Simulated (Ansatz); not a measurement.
System: ZnO.

Input file:

```
crystal:
  lattice:
    - [1.43323, -3.52708, 0.0]
    - [1.43323, 3.52708, 0.0]
    - [0.0, 0.0, 2.83849]
  atoms:
    - { symbol: Zn, position: [0.0, 0.0, 0.0] }
    - { symbol: O, position: [0.5, 0.5, 0.5] }
hamiltonian:
  xc: rpbe
  pseudopotentials: { kind: paw }
  dispersion: d3bj
kpoints:
  mp_grid: { grid: [10, 10, 9] }
scf:
  occupations: { method: fermi_dirac, width: 0.05 }
output:
  forces: true
  stress: true
  eigenvalues: true
  write_density: true
  write_potential: true
  elf: true
  volumetric_format: npy
relax:
  f_tol: 0.01
  max_steps: 40
  cell: { stress_tol: 0.05 }
```

Command:

```sh
ansatz run input.yaml --threads 2 --pin off --max-ram 5632MiB --backend cpu --events-out ev --progress --plain --runs-dir out
```

Below, planes, directions and counts refer to the conventional cell (a = 2.98 Å, b = 4.79 Å, c = 2.72 Å, α = 90.00°, β = 90.00°, γ = 90.00°).

The fields are those of the relaxed geometry.

Space group Cmmm; a generated structure, not necessarily the stable one.

Computed with Ansatz 0.2.0, Kohn-Sham DFT of a periodic cell, RPBE with D3(BJ), Ansatz PAW.

What can the converged valence pseudo-density and electron localisation function tell about the bonding?

Zn–O (2.02 Å): ρ at the midpoint is about 0.53 e/Å³; the ELF peaks at about 0.80 in the valence shell of O, 0.6 Å from its nucleus, and is about 0.20 at the midpoint (no localised pair shows between them).

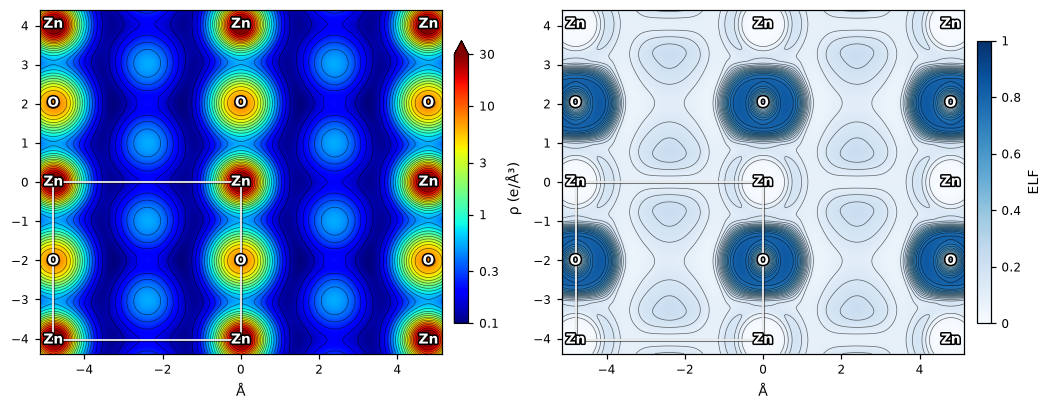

Computed valence pseudo-density and electron localisation function on the (101) plane of the conventional cell, in this order. 

Core electrons are frozen (PAW), and the valence fields are smoothed inside the atomic spheres.
